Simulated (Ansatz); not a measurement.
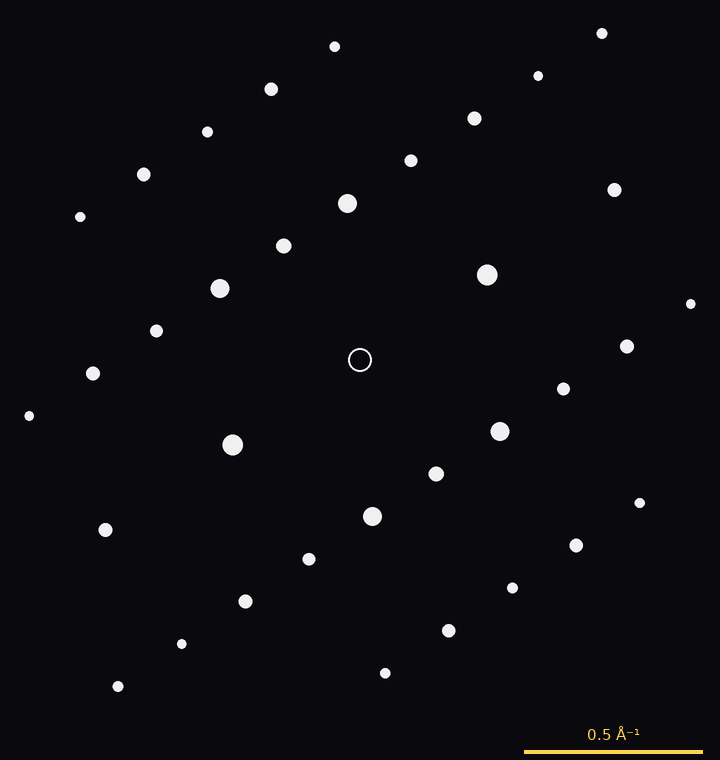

Kinematic zone-axis pattern, calculated for 100 keV electrons with B = 0.5 Å².

Phase: Ge, space group P6_3/mmc (No. 194), a = 2.99 Å, c = 4.64 Å (hexagonal axes). Structure: the input geometry of an electronic-structure calculation (not necessarily at equilibrium); the starting structure was generated, so it need not be a known form of this composition.

```
Ge
1.0
     2.98871    0.00000    0.00000
    -1.49436    2.58830    0.00000
     0.00000    0.00000    4.63994
Ge
2
Direct
  0.33333 0.66667 0.25000
  0.66667 0.33333 0.75000
```

### Which low-index zone axis gives this pattern?

The spots form a rectangular net whose two shortest vectors correspond to d = 4.64 Å and 2.59 Å, 90.0° apart. They index as 0 0 1 (itself extinct) and 0 1 0, so the zone axis is ±[100] (or an equivalent direction of <100>).
